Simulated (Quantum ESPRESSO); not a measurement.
**Energy of AlRu along an even scaling of the cell**

System: AlRu (Pm-3m, 2 atoms in the cell).
Method: Kohn-Sham DFT of a periodic cell, LDA, GBRV 1.5 LDA, no spin polarisation (Quantum ESPRESSO 7.5).

The 7 runs differ only in the geometry, by an even scaling of the cell at fixed fractional positions. The structure derives from an entry of the Crystallography Open Database.

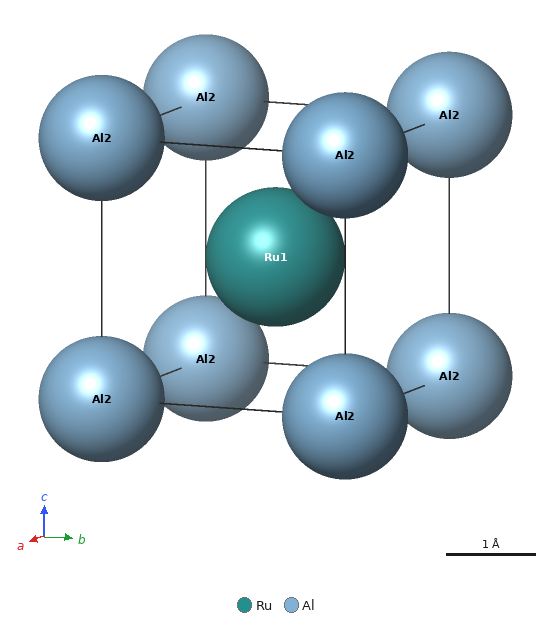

Figure 1. The structure of run 4 (spheres-only view of the cell of the calculation, seen slightly off an axis; atoms are numbered from 1 in the order of the input). An atom can appear more than once, as a periodic image.

## Input of run 4
```
&CONTROL
  calculation = 'scf'
  prefix = 'pwscf'
  outdir = './tmp'
  pseudo_dir = './pseudo'
  tprnfor = .true.
  tstress = .true.
  disk_io = 'nowf'
/
&SYSTEM
  ibrav = 0
  nat = 2
  ntyp = 2
  ecutwfc = 45
  ecutrho = 360
  nbnd = 16
  occupations = 'smearing'
  smearing = 'fd'
  degauss = 0.00367493
/
&ELECTRONS
  conv_thr = 4d-10
  electron_maxstep = 120
  mixing_beta = 0.5
/
ATOMIC_SPECIES
Ru   101.0700 ru_lda_v1.2.uspp.F.UPF
Al    26.9815 al_lda_v1.uspp.F.UPF
CELL_PARAMETERS angstrom
   2.9916000000    0.0000000000    0.0000000000
   0.0000000000    2.9916000000    0.0000000000
   0.0000000000    0.0000000000    2.9916000000
ATOMIC_POSITIONS crystal
Ru     0.5000000000    0.5000000000    0.5000000000
Al     0.0000000000    0.0000000000    0.0000000000
K_POINTS automatic
9 9 9 0 0 0
```

Command:
```bash
OMP_NUM_THREADS=1 mpirun -n 2 pw.x -nk 2 -in pw.in > pw.out
```

Lattice vectors (Å) and fractional positions of run 4:
```
   2.991600    0.000000    0.000000
   0.000000    2.991600    0.000000
   0.000000    0.000000    2.991600
Ru  0.500000  0.500000  0.500000
Al  0.000000  0.000000  0.000000
```

Run 5 differs from it as follows:
```diff
-   2.9916000000    0.0000000000    0.0000000000
-   0.0000000000    2.9916000000    0.0000000000
-   0.0000000000    0.0000000000    2.9916000000
+   3.0114124979    0.0000000000    0.0000000000
+   0.0000000000    3.0114124979    0.0000000000
+   0.0000000000    0.0000000000    3.0114124979
```

## Results, with one run withheld

| run | volume per atom (Å³) | free energy per atom, from the lowest run given (meV) | pressure (GPa) |
| --- | --- | --- | --- |
| 1 | 12.584 | 5.66 | 5.96 |
| 2 | 12.851 | 0.00 | 0.76 |
| 3 | 13.119 | 2.54 | −3.90 |
| 4 | 13.387 | 12.49 | −8.05 |
| 5 | 13.655 | ? | ? |
| 6 | 13.922 | 51.37 | −15.08 |
| 7 | 14.190 | 79.01 | −18.04 |

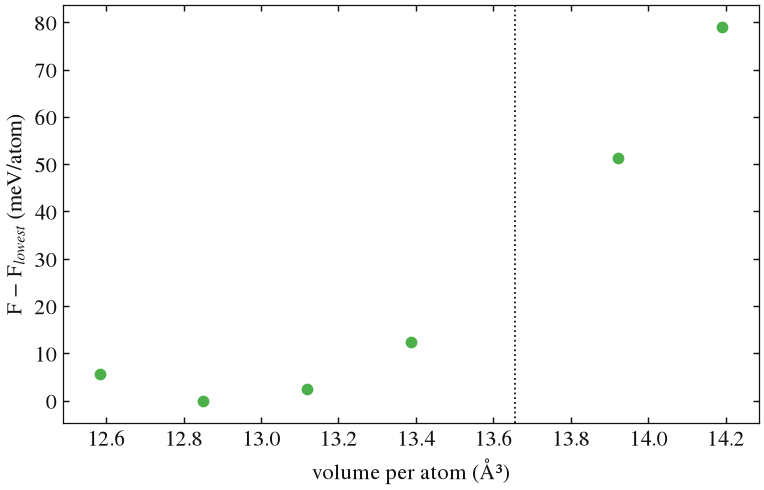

Figure 2. Free energy per atom of the runs given; the dotted line marks run 5.

Estimate the energy of run 5 from the others.

A cubic polynomial in V^(−2/3) (the Birch–Murnaghan form), fitted to the 6 runs given, misses them by at most 0.01 meV per atom. With x = V^(−2/3) − 0.17794 Å⁻², it reads F = 9.4756 − 4929.8 x + 6.2876e+05 x² + 8.6221e+05 x³ (meV per atom). At run 5 it gives 29.03 meV per atom, and the run itself gives 28.99. The slope of the fit gives a pressure −dF/dV of −11.71 GPa there, and the run prints −11.77 GPa. The two needn't agree exactly: the fit is approximate, and the printed stress is taken on a finite basis. The fit has its minimum at 12.897 Å³ per atom, where V d²F/dV² gives 233 GPa: the bulk modulus at this level, since symmetry fixes the shape and the positions.

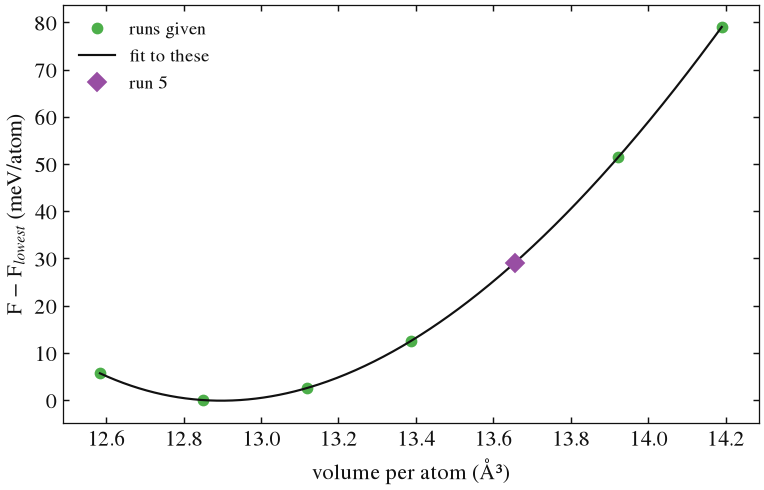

Figure 3. The fit and the withheld run.

## Some lines of the output (run 5)
```
[...]
     total energy              =    -200.76694418 Ry
     total energy              =    -201.16711140 Ry
     total energy              =    -201.16856987 Ry
     total energy              =    -201.17308139 Ry
     total energy              =    -201.17318286 Ry
     total energy              =    -201.17323790 Ry
     total energy              =    -201.17323834 Ry
     total energy              =    -201.17323871 Ry
     total energy              =    -201.17323877 Ry
     the Fermi energy is    15.4662 ev
!    total energy              =    -201.17323877 Ry
     The total energy is F=E-TS. E is the sum of the following terms:
     Computing stress (Cartesian axis) and pressure
          total   stress  (Ry/bohr**3)                   (kbar)     P=     -117.66
```

Notes on the run: negative rho.
